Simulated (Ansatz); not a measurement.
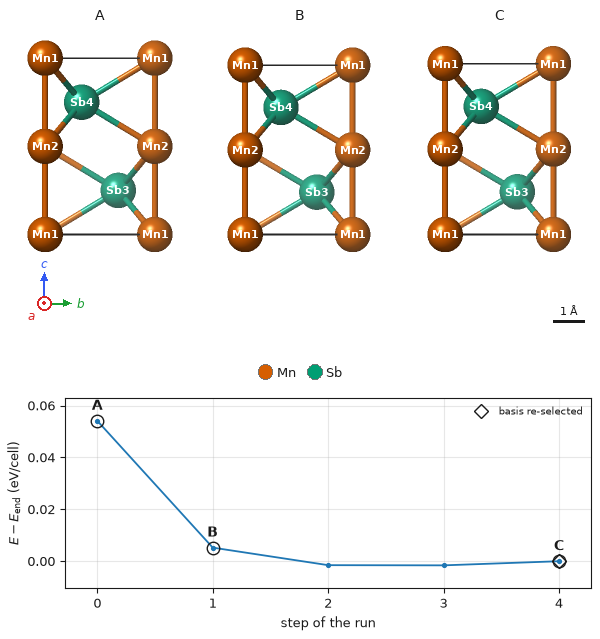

Frames of a relaxation of crystalline MnSb (set up in P6_3/mmc), marked on the history of the run. A ball-and-stick model of the cell of the calculation, seen along the a axis.

Method: DFT PBE, scalar-relativistic, plane waves, PAW in Ansatz. (plane-wave cutoff 420 eV; k-point mesh 12 × 12 × 8; occupations gaussian; smearing width 0.1 eV; collinear spin; cell and atoms relaxed; force threshold 0.005 eV/Å; at most 80 steps)

### Describe the path.

After 3 accepted moves (4 points after the start) the energy has fallen by 54.1 meV per cell of the calculation. All forces vanish by symmetry, so only the cell relaxes. The pressure goes from −3.15 to 0.00 GPa. At 1 point the geometry stayed and the basis and grid were re-selected for the new cell (energy shift of 1.6 meV per cell of the calculation at most each time). No atom moves by more than 0.005 Å relative to the cell. The volume changes by −5.6 %, with a = b 4.150 → 4.097 Å (−1.3 %), c 5.780 → 5.597 Å (−3.2 %). Among the contacts that change: Mn1–Mn2 2.890 → 2.798 Å, Mn1–Sb3 2.798 → 2.748 Å. The space group stays P6_3/mmc (No. 194). From step 0 to 1: volume −7.7 %, energy −48.9 meV per cell of the calculation. From step 1 to 4: volume +2.3 %, energy −5.2 meV per cell of the calculation.
